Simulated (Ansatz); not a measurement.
# SrTiO$_{3}$: geometry relaxation (part 1 of 2)

System: SrTiO$_{3}$ (Pm-3m, 10 atoms in the cell).
Method: DFT with r2SCAN, PAW plane waves, no spin polarisation (Ansatz 0.2.0).

The structure derives from an entry of the Crystallography Open Database.

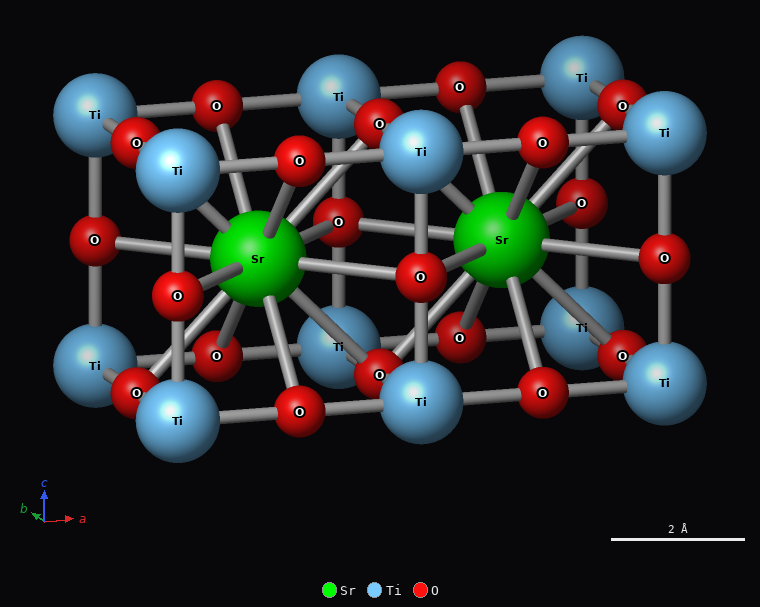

The structure as given in the input (ball-and-stick view of the cell of the calculation, seen slightly off an axis).

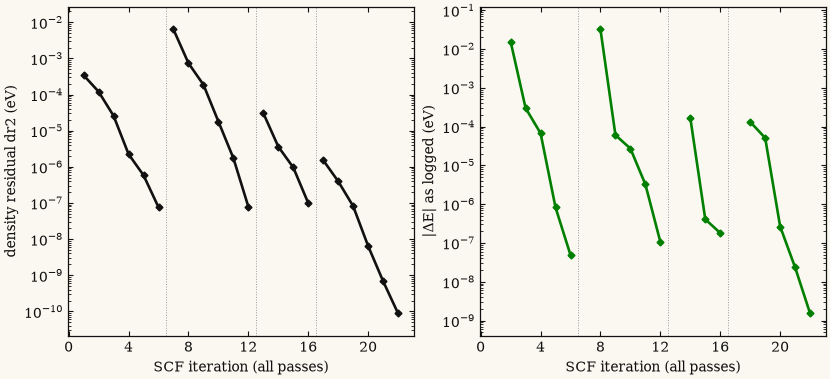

Convergence of the self-consistent field: density residual dr2 and size of the energy change against the SCF iteration. The dotted lines part the SCF passes of the relaxation: geometry steps, rejected trials and re-solves on a re-selected basis. The passes take 6, 6, 4 and 6 iterations.

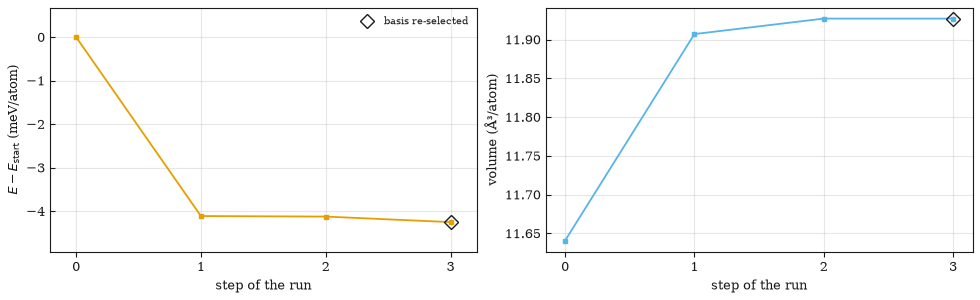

Progress of the relaxation, step by step (the first geometry is step 0 here and step 1 in the log).

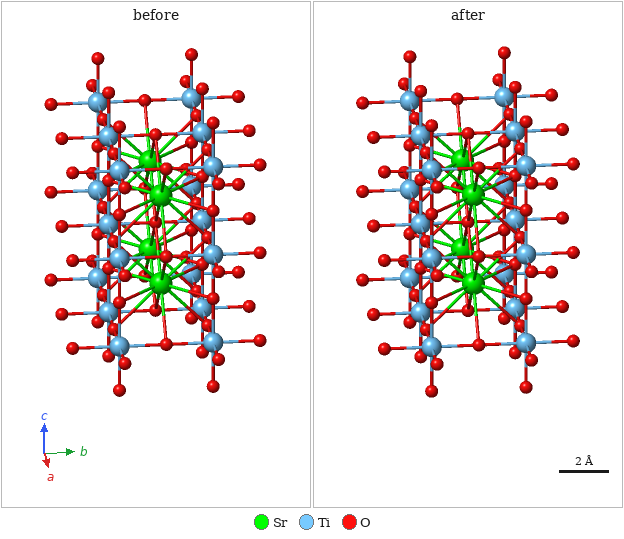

Before (left) and after (right) the relaxation, at one scale (ball-and-stick view of the cell of the calculation, repeated 1 × 1 × 2, with bonded neighbours outside it, seen at an oblique angle). Over 2 geometry steps the energy falls by 4.1 meV per atom. All forces vanish by symmetry, so only the cell relaxes. Pressure: 4.86 GPa at the start and 0.01 GPa at the end. The atoms keep their places relative to the cell (all moves are under 0.005 Å). Cell: a 7.751 → 7.814 Å (+0.8 %), b = c 3.875 → 3.907 Å (+0.8 %). Volume +2.5 %. Distances before and after: Sr1–O10 2.740 → 2.763 Å, Ti3–O5 1.938 → 1.953 Å. The space group stays Pm-3m (No. 221). A last SCF at the same geometry on a re-selected plane-wave basis shifts the energy by −0.1 meV per atom. (Atoms are counted from 1 in the order of the input.)

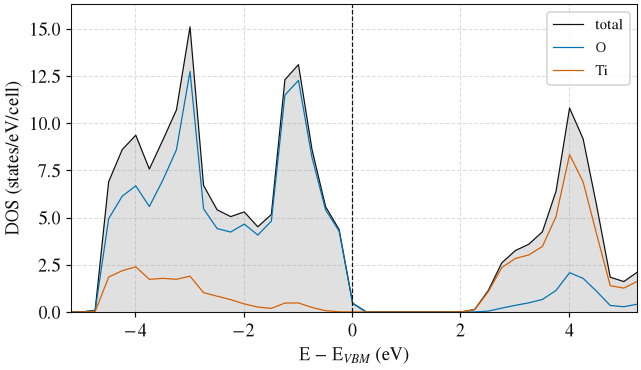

Density of states (projected on Löwdin-orthogonalised atomic shells), with energies from the valence-band top. There is a gap of 2.26 eV on the k-point mesh.

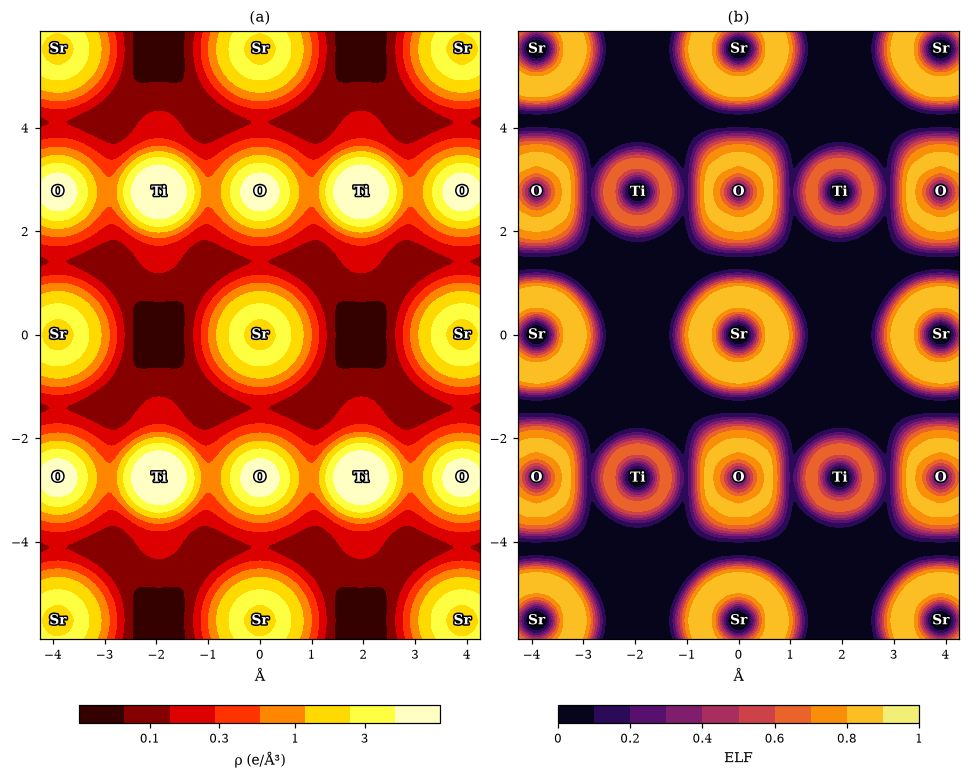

(a) valence charge density (pseudo); (b) electron localisation function on the (011̄) plane of the calculation cell. Atoms in the plane: Sr, Ti and O. Ti–O (1.95 Å): ρ at the midpoint is about 0.71 e/Å³; the ELF is about 0.20 at the midpoint. Sr–O (2.76 Å): the density is about 0.14 e/Å³ at the midpoint; the ELF is about 0.05 at the midpoint, which marks ionic bonding with no shared pair. Away from the nuclei the density in this plane falls to 0.03 e/Å³ at its lowest. The strong features right at Sr and Ti lie inside the PAW spheres (semicore, d or f shells) and say nothing about bonding. In a PAW calculation such maps are meaningful between the atoms, not at the nuclei.

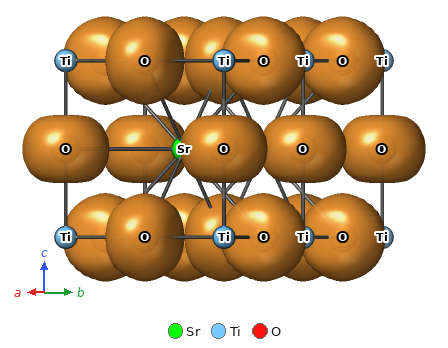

Isosurface of the ELF at 0.65 (orange), seen along [110]. Only the valence region is drawn (cores and ρ < 0.01 e/Å³ removed). Sticks mark near contacts. The outline is the calculation cell. Along the contacts the grid gives the following. Ti–O (1.95 Å): the ELF is about 0.20 at the midpoint. Sr–O (2.76 Å): the ELF is about 0.05 at the midpoint (a contact without a shared pair).

The input that produced these results follows, with the program's output.

**Input file**
```yaml
crystal:
  lattice:
    - [7.7507882, 0.0, 0.0]
    - [0.0, 3.8753941, 0.0]
    - [0.0, 0.0, 3.8753941]
  atoms:
    - { symbol: Sr, position: [0.25, 0.5, 0.5] }
    - { symbol: Sr, position: [0.75, 0.5, 0.5] }
    - { symbol: Ti, position: [0.0, 0.0, 0.0] }
    - { symbol: Ti, position: [0.5, 0.0, 0.0] }
    - { symbol: O, position: [0.25, 0.0, 0.0] }
    - { symbol: O, position: [0.75, 0.0, 0.0] }
    - { symbol: O, position: [0.0, 0.5, 0.0] }
    - { symbol: O, position: [0.5, 0.5, 0.0] }
    - { symbol: O, position: [0.0, 0.0, 0.5] }
    - { symbol: O, position: [0.5, 0.0, 0.5] }
  symmetry: { tolerance: 0.0003 }
kpoints:
  mp_grid: { grid: [4, 6, 6], shift: [0, 0, 0] }
magnetization:
  spin_polarized: false
scf:
  occupations: { method: fermi_dirac }
  lower_state_search: "off"
hamiltonian:
  pseudopotentials: { kind: paw }
  xc: r2scan
basis:
  ecutwfc: 500
  fft_grid_basis: typed
relax:
  max_steps: 80
  cell: { p_target: 0.0 }
output:
  forces: true
  stress: true
  eigenvalues: true
  bader: true
  populations: true
  elf: true
  write_potential: true
  volumetric_format: npy
  dos:
    e_range: [-12, 8]
    de: 0.05
    projected: { site_lists: { O: [O], Sr: [Sr], Ti: [Ti] } }
  write_density: true
checkpoint:
  read: saved_state
```

Run as:
```bash
ansatz run input.yaml --threads 2 --pin off --max-ram 2560MiB --backend cpu --events-out ev --progress --plain --runs-dir out
```

**The program's output**
```
Engine: ansatz 0.2.0, aarch64-unknown-linux-gnu
Pseudopotentials: kind: paw
Pseudopotential: Sr, paw, valence charge 10, recommended cutoff 500 eV (meta_gga), Sr.paw.azcp
Pseudopotential: Ti, paw, valence charge 12, recommended cutoff 500 eV (meta_gga), Ti.paw.azcp
Pseudopotential: O, paw, valence charge 6, recommended cutoff 500 eV (meta_gga), O.paw.azcp
Functional definition: r2SCAN
  parameter k0 = 0.174
  parameter k1 = 0.065
  parameter a1 = 4.9479
  exchange = r2scan_x(k0 = k0, k1 = k1, a1 = a1)
  correlation = r2scan_c
Crystal: 10 atoms, lattice volume = 116.407 Å³
Basis set: ecut = 500 eV, 2881 PW (Γ), exchange–correlation on 240×120×120 points (64 copies of the dense FFT grid, shifted against one another)
Bands: 50, of which v1, the nominal top of the filled ones, is band 40 counted from 1 (39 counted from 0)
Symmetry: 32 space group operations
Space group: Pm-3m (ITA 221), of the structure as read, at distance tolerance 1.5e-3 Å
k-points: 30 of 144
Non-local potential: Sr, projectors of the file, l = 0: 3, l = 1: 2, l = 2: 2
Non-local potential: Ti, projectors of the file, l = 0: 3, l = 1: 2, l = 2: 3, l = 3: 1
Non-local potential: O, projectors of the file, l = 0: 2, l = 1: 2, l = 2: 1
PAW form: soft (Blöchl's): semilocal exchange-correlation on the pseudo side does not see the compensation charge
PAW frozen core: Sr, regenerated for the run's functional (the file was generated under x = pbe(κ = 0.804, μ = 0.2195149727645171), c = pbe(β = 0.06672455060314922))
PAW frozen core: Ti, regenerated for the run's functional (the file was generated under x = pbe(κ = 0.804, μ = 0.2195149727645171), c = pbe(β = 0.06672455060314922))
PAW frozen core: O, regenerated for the run's functional (the file was generated under x = pbe(κ = 0.804, μ = 0.2195149727645171), c = pbe(β = 0.06672455060314922))
PAW one-centre angular grid: Sr, 302 points (default); XC on 160 Gauss nodes
PAW one-centre angular grid: Ti, 590 points (default); XC on 160 Gauss nodes
PAW one-centre angular grid: O, 302 points (default); XC on 160 Gauss nodes
Initial density: read from a saved state, or passed on in memory by an earlier SCF of this step, an earlier step, the calling program or the single point that the run made first
Initial wavefunctions: pseudopotential atomic-orbital guess
Functional: x = r2scan, c = r2scan; τ floored in thin density (d = 2e-4 eV/Å³)
iter 1 solved again at ethr=1.14e-6 eV; its pass at ethr=3.10e-3 eV (dr2=9.15e-4 eV) is discarded
SCF iter   1: F=-15549.403272 eV  HF=-15549.387981 eV  |F-HF|=1.53e-2  |Δ(HF+E_count)|=         —  Δρ=1.18e-3  dr2=3.41e-4  dr2_τ=1.01e-2  ethr=1.14e-6  ⟨swp⟩=3.4  Hψ=10789  notcnv=0
preconditioner: auto → Resta (q_TF=auto, 2.563 Å⁻¹)  ε∞=5.1  [insulator: Δε(μ)=2.308 eV  Ē_g=13.103 eV  σ=0.100 eV  W_gap=1.00  n_scr=38 (ndim 8)  ℏωp=26.7 eV  f_vac=0.000  D(μ)=0.00/eV (n_scr^D=0)  ε∞_Penn≈5.1]
SCF iter   2: F=-15549.403796 eV  HF=-15549.403480 eV  |F-HF|=3.16e-4  |Δ(HF+E_count)|=   1.55e-2  Δρ=6.16e-4  dr2=1.20e-4  dr2_τ=1.56e-4  ethr=4.26e-7  ⟨swp⟩=2.1  Hψ=2947  notcnv=0
SCF iter   3: F=-15549.403838 eV  HF=-15549.403779 eV  |F-HF|=5.91e-5  |Δ(HF+E_count)|=   2.99e-4  Δρ=2.76e-4  dr2=2.57e-5  dr2_τ=2.95e-5  ethr=1.51e-7  ⟨swp⟩=2.9  Hψ=2927  notcnv=0
SCF iter   4: F=-15549.403846 eV  HF=-15549.403846 eV  |F-HF|=2.78e-8  |Δ(HF+E_count)|=   6.72e-5  Δρ=4.34e-5  dr2=2.24e-6  dr2_τ=5.31e-7  ethr=3.21e-8  ⟨swp⟩=2.0  Hψ=2466  notcnv=0
SCF iter   5: F=-15549.403846 eV  HF=-15549.403847 eV  |F-HF|=2.06e-7  |Δ(HF+E_count)|=   8.20e-7  Δρ=2.66e-5  dr2=5.84e-7  dr2_τ=1.46e-7  ethr=2.80e-9  ⟨swp⟩=2.0  Hψ=2345  notcnv=0
SCF iter   6: F=-15549.403847 eV  HF=-15549.403847 eV  |F-HF|=1.17e-8  |Δ(HF+E_count)|=   4.86e-8  Δρ=1.08e-5  dr2=7.60e-8  dr2_τ=3.30e-8  ethr=1.25e-10  ⟨swp⟩=9.8  Hψ=11465  notcnv=0
SCF 1 converged in 6 iterations: F = -15549.403847 eV  dr2 = 7.60e-8
  greatest PAW one-centre occupation: 1.000 electrons in one spin orbital (limit 2), on the Ti atom at site 3 (counted from 0), in its partial waves of l = 1
relax step   1: F+E_penalty+E_count = -15549.40384661 eV  Δ(F+E_penalty+E_count) = +0.000e0 eV  max|allowed force component| = 9.506e-29 eV/Å  Δτ_max = 0.0000 Å  P = +4.858 GPa  Ω = 116.407 Å³  (6 SCF iters, dr2 threshold 1.00e-7 eV, accepted)
Crystal: 10 atoms, lattice volume = 119.070 Å³
Basis set: ecut = 500 eV, 3013 PW (Γ), exchange–correlation on 240×120×120 points (64 copies of the dense FFT grid, shifted against one another)
Initial density: handed on by an earlier stage of this run
Initial wavefunctions: those handed on with the density
iter 1 solved again at ethr=7.43e-6 eV; its pass at ethr=3.10e-3 eV (dr2=5.95e-3 eV) is discarded
SCF iter   1: F=-15549.441357 eV  HF=-15549.413067 eV  |F-HF|=2.83e-2  |Δ(HF+E_count)|=         —  Δρ=2.65e-3  dr2=6.32e-3  dr2_τ=3.39e-2  ethr=7.43e-6  ⟨swp⟩=2.1  Hψ=7541  notcnv=0
preconditioner: auto → Resta (q_TF=auto, 2.553 Å⁻¹)  ε∞=5.2  [insulator: Δε(μ)=2.241 eV  Ē_g=12.920 eV  σ=0.100 eV  W_gap=1.00  n_scr=38 (ndim 8)  ℏωp=26.4 eV  f_vac=0.001  D(μ)=0.00/eV (n_scr^D=0)  ε∞_Penn≈5.2]
SCF iter   2: F=-15549.444757 eV  HF=-15549.444882 eV  |F-HF|=1.25e-4  |Δ(HF+E_count)|=   3.18e-2  Δρ=9.51e-4  dr2=7.37e-4  dr2_τ=2.10e-4  ethr=7.43e-6  ⟨swp⟩=2.1  Hψ=2907  notcnv=0
SCF iter   3: F=-15549.444942 eV  HF=-15549.444942 eV  |F-HF|=1.32e-7  |Δ(HF+E_count)|=   6.01e-5  Δρ=4.89e-4  dr2=1.87e-4  dr2_τ=1.66e-5  ethr=9.21e-7  ⟨swp⟩=2.7  Hψ=2639  notcnv=0
SCF iter   4: F=-15549.444965 eV  HF=-15549.444969 eV  |F-HF|=3.71e-6  |Δ(HF+E_count)|=   2.71e-5  Δρ=1.48e-4  dr2=1.79e-5  dr2_τ=2.47e-6  ethr=2.34e-7  ⟨swp⟩=2.0  Hψ=2040  notcnv=0
SCF iter   5: F=-15549.444971 eV  HF=-15549.444972 eV  |F-HF|=7.11e-7  |Δ(HF+E_count)|=   3.22e-6  Δρ=4.06e-5  dr2=1.74e-6  dr2_τ=1.48e-7  ethr=2.24e-8  ⟨swp⟩=2.8  Hψ=2667  notcnv=0
SCF iter   6: F=-15549.444972 eV  HF=-15549.444972 eV  |F-HF|=2.00e-8  |Δ(HF+E_count)|=   1.06e-7  Δρ=9.58e-6  dr2=7.86e-8  dr2_τ=9.19e-9  ethr=1.25e-9  ⟨swp⟩=12.8  Hψ=11750  notcnv=0
SCF 2 converged in 6 iterations: F = -15549.444972 eV  dr2 = 7.86e-8
relax step   2: F+E_penalty+E_count = -15549.44497226 eV  Δ(F+E_penalty+E_count) = -4.113e-2 eV  max|allowed force component| = 2.711e-28 eV/Å  Δτ_max = 0.0000 Å  P = +0.331 GPa  Ω = 119.070 Å³  energy of the carried Pulay correction = -1.260e-3 eV  (6 SCF iters, dr2 threshold 1.00e-6 eV, accepted)
Crystal: 10 atoms, lattice volume = 119.270 Å³
iter 1 solved again at ethr=4.38e-8 eV; its pass at ethr=3.10e-3 eV (dr2=3.50e-5 eV) is discarded
```
